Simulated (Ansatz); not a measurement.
System: fluorite-type SnO2, space group Fm-3m, 3 atoms in the primitive cell, relaxed with r2SCAN.

```cif
data_structure
_symmetry_space_group_name_H-M 'Fm-3m'
_symmetry_Int_Tables_number 225
_cell_length_a 5.0669
_cell_length_b 5.0669
_cell_length_c 5.0669
_cell_angle_alpha 90.000
_cell_angle_beta 90.000
_cell_angle_gamma 90.000
_cell_volume 130.09
loop_
_atom_site_label
_atom_site_type_symbol
_atom_site_symmetry_multiplicity
_atom_site_Wyckoff_symbol
_atom_site_fract_x
_atom_site_fract_y
_atom_site_fract_z
_atom_site_occupancy
Sn1 Sn 4 a 0.00000 0.00000 0.00000 1
O1 O 8 c 0.25000 0.25000 0.75000 1
```

Computed with Ansatz 0.2.0: PBE, Ansatz PAW set, no spin polarisation, no spin-orbit coupling, 8×8×8 k mesh, 420 eV cutoff.

What does the calculation give for the electronic structure? The path is Γ–X–U|K–Γ–L–W–X.

The bands leave a gap. The gap along this path is 0.29 eV and indirect, from the valence-band top at W to the conduction-band bottom at Γ; the smallest direct gap is 1.68 eV, at Γ. The top valence level at W is a single band, not degenerate (spin aside). The top valence band spans 2.1 eV and the lowest conduction band 4.6 eV. The direct gaps are 1.68 eV at Γ, 7.05 eV at L and 4.52 eV at W.

LDA, GGA and most meta-GGA functionals understate gaps. The cell is at 9 GPa in this functional. The usual form of SnO2 is rutile.

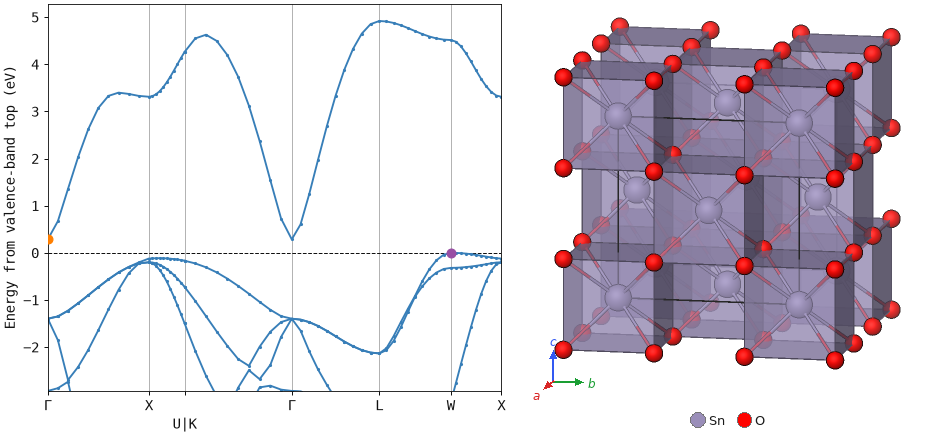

Band structure, beside the structure. Energies are counted from the top of the valence band.
